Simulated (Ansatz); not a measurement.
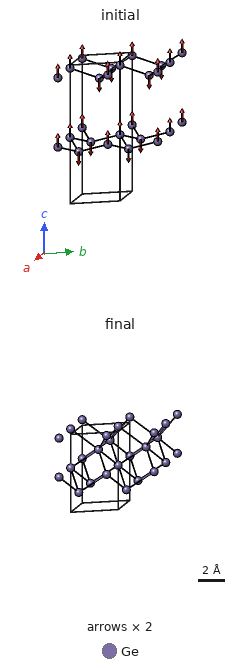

The structure of solid Ge (set up in P6_3mc) before (top) and after (bottom) a relaxation, at one scale. The red arrows give the displacements (the part carried along by the change of the cell is left out), 2 times their true length.

Style: ball-and-stick. Shown: the cell of the calculation, repeated 2 × 2 × 1 with one cell outlined, slightly off an axis.

Method: Ansatz, DFT r2SCAN, scalar-relativistic, plane waves, PAW.

Input
```yaml
crystal:
  lattice:
    - [4.0504045371, 0.0, 0.0]
    - [-2.0252022686, 3.5077532247, 0.0]
    - [0.0, 0.0, 10.993359]
  atoms:
    - { symbol: Ge, position: [0.0, 0.0, 0.977452] }
    - { symbol: Ge, position: [0.0, 0.0, 0.477452] }
    - { symbol: Ge, position: [0.33333333, 0.66666667, 0.914848] }
    - { symbol: Ge, position: [0.66666667, 0.33333333, 0.414848] }
basis:
  ecutwfc: 500
kpoints:
  mp_grid: { grid: [12, 12, 4] }
hamiltonian:
  xc: r2scan
scf:
  occupations: { method: gaussian, width: 0.1 }
output:
  forces: true
  stress: true
  eigenvalues: true
  write_density: true
  write_potential: true
  elf: true
  volumetric_format: npy
relax:
  adjacent_minimum: "off"
  f_tol: 0.005
  max_steps: 80
  cell: { stress_tol: 0.05 }
```

Command:
```bash
ansatz run input.yaml --threads 2 --pin off --max-ram 5120MiB --backend cpu --events-out ev --progress --plain --runs-dir out
```

### Summarise the run.

After 18 accepted moves (20 points after the start) the energy has fallen by 177 meV per atom. Largest force component: 0.27 eV/Å at the start, 0.0012 eV/Å at the end. The pressure goes from −1.81 to −0.03 GPa. The line search rejected the trial step at point 17 of the run. The SCF was repeated once at an unchanged geometry on a basis and grid sized afresh for the cell, which shifted the energy by 1.5 meV per atom at most. The largest moves relative to the cell, 0.57 Å, are those of Ge1, Ge2, Ge3 and Ge4. Ge2 goes along +c. Cell: a = b 4.050 → 3.858 Å (−4.7 %), c 10.993 → 6.169 Å (−43.9 %). Volume −49.1 %. Near-neighbour distances that change, for instance: Ge1–Ge4 5.347 → 2.716 Å, Ge1–Ge3 2.438 → 2.703 Å. New bonds form, among them: Ge1–Ge4 (5.35 → 2.72 Å), Ge2–Ge3 (5.35 → 2.72 Å). Among the angles between lasting bonds that change: Ge3–Ge1–Ge3 112.4° → 91.1°. The space group stays P6_3mc (No. 186).
